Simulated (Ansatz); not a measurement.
```
CELL_PARAMETERS angstrom
1.33528 -2.36810 0.00000
0.00000 0.00000 8.93885
-2.76639 -0.05533 0.00000
ATOMIC_POSITIONS crystal
Re 0.66667 0.75000 0.33333
Re 0.00000 0.50000 0.00000
Re 0.33333 0.25000 0.66667
Re 0.00000 0.00000 0.00000
```

Space group P2₁/m; a structure from a database of computed crystals, not necessarily the ambient phase; computed pressure about −6 GPa in this cell.

Theory: Ansatz, Kohn-Sham DFT of a periodic cell, PBEsol, Ansatz PAW.

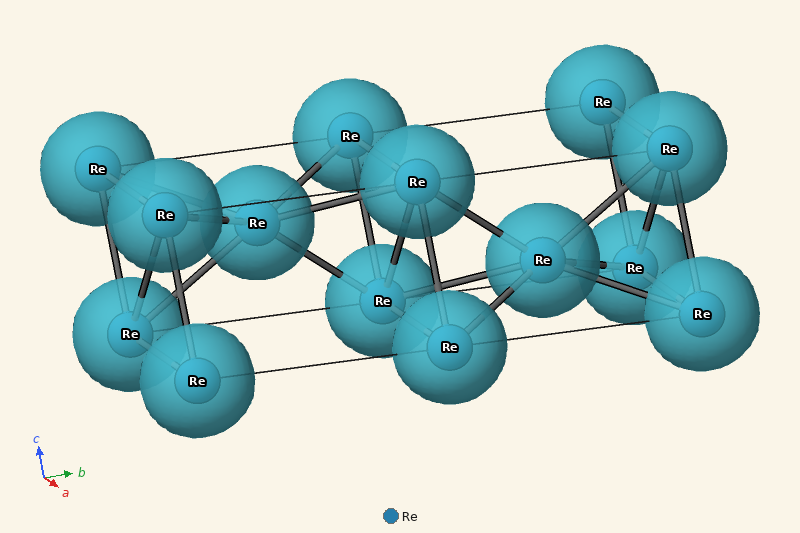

Re. Isosurface of the valence electron density at 1 e/Å³ (cyan), seen at an oblique angle. Sticks mark near contacts.

In a PAW calculation such maps are meaningful between the atoms, not at the nuclei.

Which contacts does the surface bridge?

At this value the density breaks into separate islands; it holds about 65 % of the electrons treated as valence (semicore included). It bridges none of the near contacts. It is pinched off along the sampled Re–Re (2.72 Å), Re–Re (2.76 Å) and Re–Re (2.81 Å) contacts. On the grid the lowest density along these lines, outside the cores, is 0.45 e/Å³ (Re–Re, 2.72 Å), 0.42 e/Å³ (Re–Re, 2.76 Å) and 0.39 e/Å³ (Re–Re, 2.81 Å).
